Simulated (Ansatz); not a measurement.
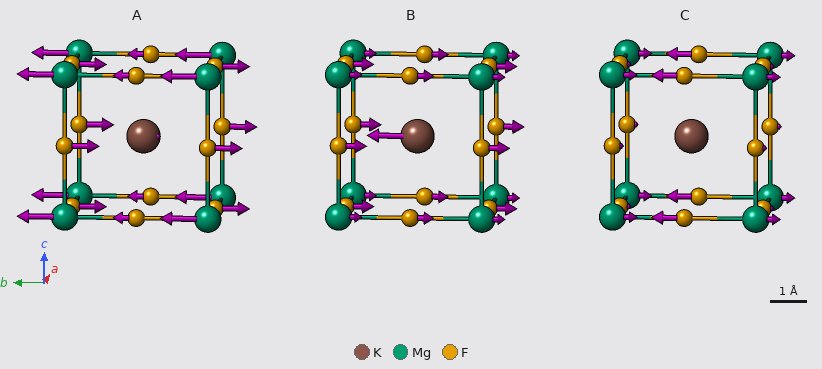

Three optical modes of a crystal of KMgF3 (a generated structure) at the zone centre, in no order (one member of each degenerate set). Displacements are drawn as purple arrows; their common scale and sign are arbitrary. Style: ball-and-stick. Shown: the cell of the calculation, from a free direction. Only the shorter bonds are drawn.

All numbers below come from Ansatz 0.2.0, DFT PBE, scalar-relativistic, plane waves, PAW. Settings: plane-wave cutoff 420 eV; k-point mesh 6 × 6 × 6; occupations fixed; no spin polarisation.

Frequencies are those without the non-analytic (LO–TO) term.

Order them from the lowest to the highest frequency (imaginary ones first).

Answer. B (139 cm⁻¹), A (280 cm⁻¹), C (421 cm⁻¹). B, T₁u: All motion is along b; the kinetic energy is shared as K 67 %, F 28 %, Mg 5 %. A, T₁u: All motion is along b; the kinetic energy is shared as F 51 %, Mg 48 %, K 1 %. C, T₁u: The K atoms hardly move; all motion is along b; it stretches the shortest F–Mg bonds (2.03 Å); the kinetic energy is shared as F 74 %, Mg 26 %.
